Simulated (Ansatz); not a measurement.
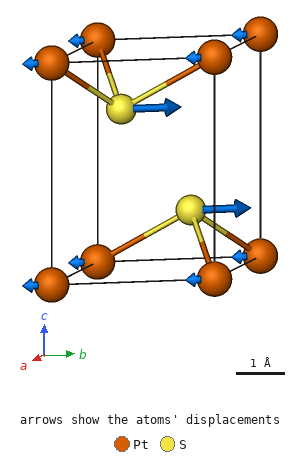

One vibrational mode of crystalline PtS$_{2}$ at the zone centre. The blue arrows give the relative displacements of the atoms. A ball-and-stick model of the cell of the calculation, seen slightly off an axis.

Computed with DFT PBEsol, scalar-relativistic, plane waves, PAW (Ansatz 0.2.0). Settings: plane-wave cutoff 420 eV; k-point mesh 12 × 12 × 8; occupations gaussian; smearing width 0.02 eV; no spin polarisation.

Frequencies are those without the non-analytic (LO–TO) term.

### Describe the mode and give its frequency.

This is the E_u mode (doubly degenerate; one member of the set is drawn) at 306 cm⁻¹, optical level 2 of 4, counted from below, infrared-active by symmetry. The S sublattice moves against the Pt sublattice, along b; the kinetic energy is shared as S 75 %, Pt 25 %.
